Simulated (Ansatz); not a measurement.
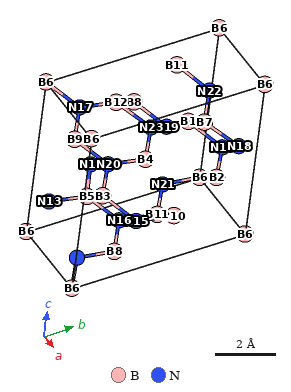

A crystal of B$_{12}$N$_{11}$ (a generated structure, set up in P1) (coarse preliminary run), before the relaxation. A ball-and-stick model of the cell of the calculation, seen slightly off an axis.

Case: 1 of 12 N atoms taken out at random.

Computed with Ansatz, DFT PBE+D3(BJ), scalar-relativistic, plane waves, PAW.

Input
```yaml
crystal:
  lattice:
    - [-3.759170194, 3.6172632057, -3.294871001]
    - [3.759170194, 3.6172632057, -3.294871001]
    - [0.0, -1.4469052822, -6.589742002]
  atoms:
    - { symbol: B, position: [0.1680515648, 0.8328148084, 0.5029099855] }
    - { symbol: B, position: [0.5807373256, 0.9149037291, 0.254953958] }
    - { symbol: B, position: [0.8349623181, 0.1624587909, 0.5015475931] }
    - { symbol: B, position: [0.5027949528, 0.4976336384, 0.4976709247] }
    - { symbol: B, position: [0.2580656781, 0.252773469, 0.2454466285] }
    - { symbol: B, position: [0.9971752412, 0.9985515078, 0.0041489439] }
    - { symbol: B, position: [0.7533451994, 0.7429198164, 0.7519399447] }
    - { symbol: B, position: [0.666824743, 0.330629801, 0.0045041482] }
    - { symbol: B, position: [0.416143357, 0.0829208418, 0.7487018298] }
    - { symbol: B, position: [0.9189183245, 0.5805258367, 0.2489133605] }
    - { symbol: B, position: [0.3273580956, 0.6681662104, 0.0009978244] }
    - { symbol: B, position: [0.0840897835, 0.4095289091, 0.7521132257] }
    - { symbol: "N", position: [0.3350111102, 0.0035885809, 0.3308975087] }
    - { symbol: "N", position: [0.7481733741, 0.085045018, 0.0819545045] }
    - { symbol: "N", position: [0.0008032836, 0.3313606735, 0.3338855918] }
    - { symbol: "N", position: [0.4147918334, 0.4150946264, 0.0862373101] }
    - { symbol: "N", position: [0.1609216719, 0.1695440744, 0.8339456699] }
    - { symbol: "N", position: [0.9165898054, 0.9162837474, 0.5904992211] }
    - { symbol: "N", position: [0.8261086798, 0.4956214847, 0.8386618135] }
    - { symbol: "N", position: [0.5810569405, 0.2509311517, 0.5833748238] }
    - { symbol: "N", position: [0.0871057094, 0.7527176599, 0.079965328] }
    - { symbol: "N", position: [0.5009996446, 0.8287799491, 0.8362788013] }
    - { symbol: "N", position: [0.2524953461, 0.5853022121, 0.5846053127] }
  symmetry: { detect: false }
basis:
  ecutwfc: 420
kpoints:
  mp_grid: { grid: [3, 3, 2], shift: [0.0, 0.0, 0.5] }
hamiltonian:
  xc: pbe
  dispersion: d3bj
scf:
  occupations: { method: gaussian, width: 0.1 }
  lower_state_search: "off"
output:
  forces: true
  stress: true
  eigenvalues: true
relax:
  adjacent_minimum: "off"
  f_tol: 0.04
  max_steps: 50
  cell: { stress_tol: 0.3 }
```

Run as
```bash
ansatz run input.yaml --threads 4 --pin off --max-ram 9216MiB --backend cpu --events-out ev --progress --plain --runs-dir out
```

Q: What does the optimiser find from here?

A: The energy falls by 0.847 eV per cell of the calculation in 4 accepted moves (5 points after the start). Largest force component: 2.8 eV/Å at the start, 0.01 eV/Å at the end. The pressure goes from −2.90 to −0.13 GPa. The SCF was repeated once at an unchanged geometry on a basis and grid sized afresh for the cell, which shifted the energy by 16.3 meV per cell of the calculation at most. B4 moves most relative to the cell: 0.12 Å along [2 3 −2]. By element the largest moves are B 0.12 Å, N 0.09 Å. Cell: a 6.170 → 6.121 Å (−0.8 %), b 6.170 → 6.120 Å (−0.8 %), c 6.747 → 6.713 Å (−0.5 %), α 66.7° → 66.4°, β 66.7° → 66.4°, γ 75.1° → 75.0°. Volume −2.5 %. Near-neighbour distances that change, for instance: B11–N21 1.396 → 1.459 Å, B12–N19 1.494 → 1.445 Å, B9–N17 1.480 → 1.431 Å, B12–N17 1.386 → 1.431 Å. Bond angles that change, for instance: N14–B6–N21 122.8° → 114.8°, B6–N21–B11 122.9° → 116.8°, N15–B10–N21 120.9° → 115.5°. The space group (tolerance 0.01 Å) goes from P1 (No. 1) to Cm (No. 8).

The structure at the end:

```
CELL_PARAMETERS angstrom
-3.72436 3.57755 -3.28567
3.72344 3.57761 -3.28456
-0.00099 -1.42204 -6.56036
ATOMIC_POSITIONS crystal
B 0.16480 0.83262 0.50243
B 0.58729 0.89826 0.25940
B 0.83372 0.16374 0.50252
B 0.51547 0.51436 0.48610
B 0.24960 0.24856 0.25245
B 0.00131 0.00025 0.00191
B 0.74628 0.74523 0.74836
B 0.66673 0.32686 0.00275
B 0.41867 0.08773 0.74698
B 0.89914 0.58611 0.25900
B 0.32786 0.66567 0.00268
B 0.08877 0.41759 0.74684
N 0.33711 0.99384 0.33748
N 0.74945 0.07231 0.09174
N 0.99490 0.33601 0.33740
N 0.41579 0.41474 0.08390
N 0.16858 0.16752 0.83434
N 0.91499 0.91390 0.58544
N 0.83512 0.49503 0.83263
N 0.58740 0.25913 0.57790
N 0.07325 0.74832 0.09152
N 0.49609 0.83407 0.83276
N 0.26021 0.58625 0.57762
```

The end point in the same view:

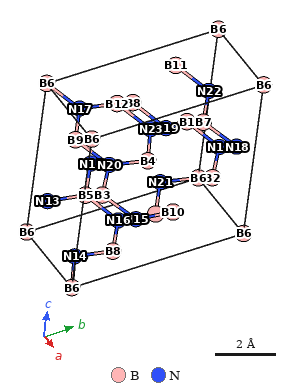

Limits of the set-up: the k-point mesh is coarse for a cell with partly filled bands.
